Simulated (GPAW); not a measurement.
ZnO (space group P6_3mc, No. 186). Coordinates: an entry of the Crystallography Open Database, as set up for an electronic-structure calculation.

```yaml
crystal:
  lattice:
    - [3.24931, 0.00000, 0.00000]
    - [-1.62465, 2.81398, 0.00000]
    - [0.00000, 0.00000, 5.20571]
  atoms:
    - { symbol: Zn, position: [0.66667, 0.33333, 0.00000] }
    - { symbol: Zn, position: [0.33333, 0.66667, 0.50000] }
    - { symbol: O, position: [0.33333, 0.66667, 0.87901] }
    - { symbol: O, position: [0.66667, 0.33333, 0.37901] }
```

Describe the stacking along c, with columns A (0, 0), B (1/3, 2/3), C (2/3, 1/3) of the hexagonal mesh.

Zn(C) – O(C) – Zn(B) – O(B) (four layers in 5.21 Å).

O layers alone: CB, the hexagonal close-packed type.

Zn: two tetrahedral sites, counted in one hexagonal cell.

Polytype symbol 2H, the symbol of a tetrahedral polytype (number of double layers in the repeat and lattice).

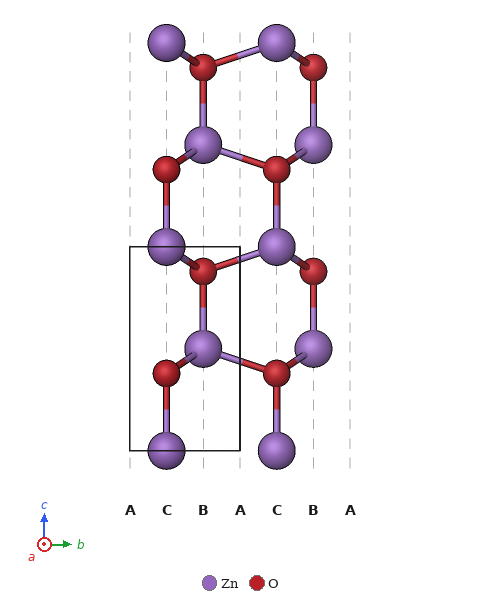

The picture looks along a close-packed row of the hexagonal mesh; c points upwards. The dashed lines mark the three columns A (0, 0), B (1/3, 2/3) and C (2/3, 1/3). The sequence starts with the first layer at or above the cell's origin.
